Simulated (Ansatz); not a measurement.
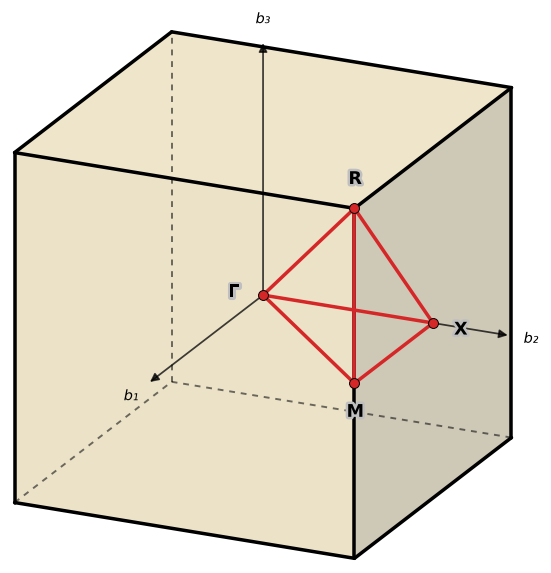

For Co, the input geometry of an electronic-structure calculation (not necessarily at equilibrium); the starting structure was generated, so it need not be a known form of this composition: the figure shows the first Brillouin zone with its special points and a band path. Geometry calculated from the standardised cell; symmetry tolerance 0.002 Å.

Labels and path follow the convention of Hinuma et al. (2017), as computed by seekpath; the arrows show the directions of the reciprocal primitive vectors b₁, b₂, b₃.

Q: What lattice type do the shape and the labels point to?

A: A simple cubic lattice (cP; extended symbol cP2). The zone is a cube: 6 faces (6 with 4 edges), 12 edges, 8 vertices.

Q: Write the standard path through the labelled points.

A: Γ–X–M–Γ–R–X | R–M
